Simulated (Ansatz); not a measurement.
Li

```
Li
1.0
    -0.01905   -2.34942   -2.34942
     0.01905   -2.34942    2.34942
    -3.88340    0.00000    0.04366
Li
2
Direct
  0.50000 0.50000 0.50000
  0.00000 0.00000 0.00000
```

Space group I4/mmm; a structure generated by program, which may or may not match a known phase; changed on purpose from its base cell (volume × 1.06, shape and atoms relaxed); computed without spin polarisation.

All numbers below come from DFT PBE, scalar-relativistic, plane waves, PAW in Ansatz 0.2.0.

The density is the valence pseudo-density of a PAW calculation; it isn't the true density close to the nuclei.

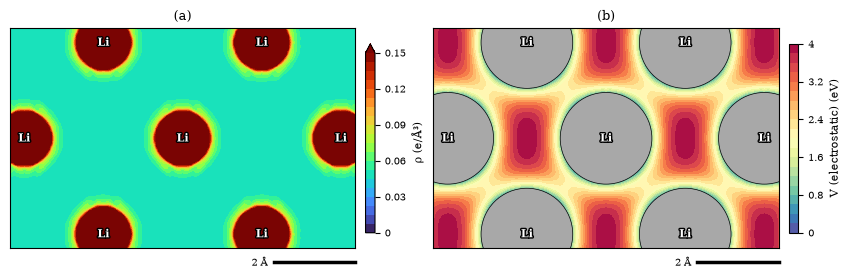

Figure 1. (a) valence pseudo-density; (b) electrostatic potential (local pseudopotential plus Hartree) felt by an electron on the (11̄0) plane of the conventional cell. Grey discs cover the atomic cores in the potential map.

### Interpret the plot.

The plane passes through Li nuclei. Li–Li (3.05 Å): ρ is about 0.05 e/Å³ halfway. Between the atoms the lowest density in this plane is 0.05 e/Å³. Outside the cores the potential energy rises away from the atoms and is highest about 1.9 Å from the nearest atoms; its zero is arbitrary.

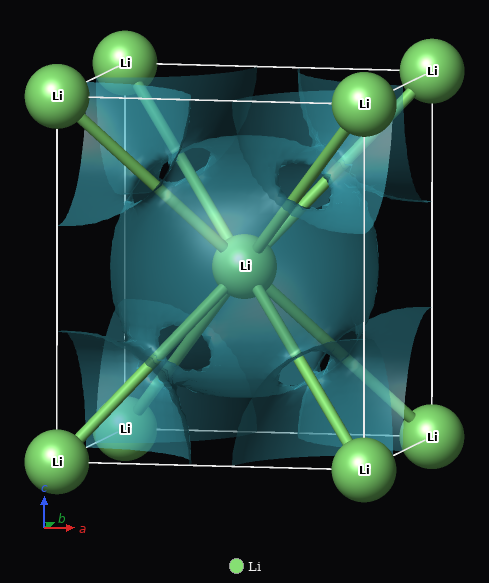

Figure 2. Isosurface of the electron localisation function at 0.55 (cyan), seen slightly off an axis. Only the valence region is drawn (cores and ρ < 0.01 e/Å³ removed). Sticks mark near contacts.

### Where are the electrons localised?

The surface consists of one network that runs through the whole crystal, counted in one cell of 2 atoms. Any copies at cell faces, edges or corners count once. There are no localised bonds or lone pairs at this value. Along the contacts the grid gives the following. Li–Li (3.04 Å): the ELF reaches about 0.55 near the midpoint.

### Does the calculation give a band gap?

It is gapless in this calculation (a metal or semimetal).
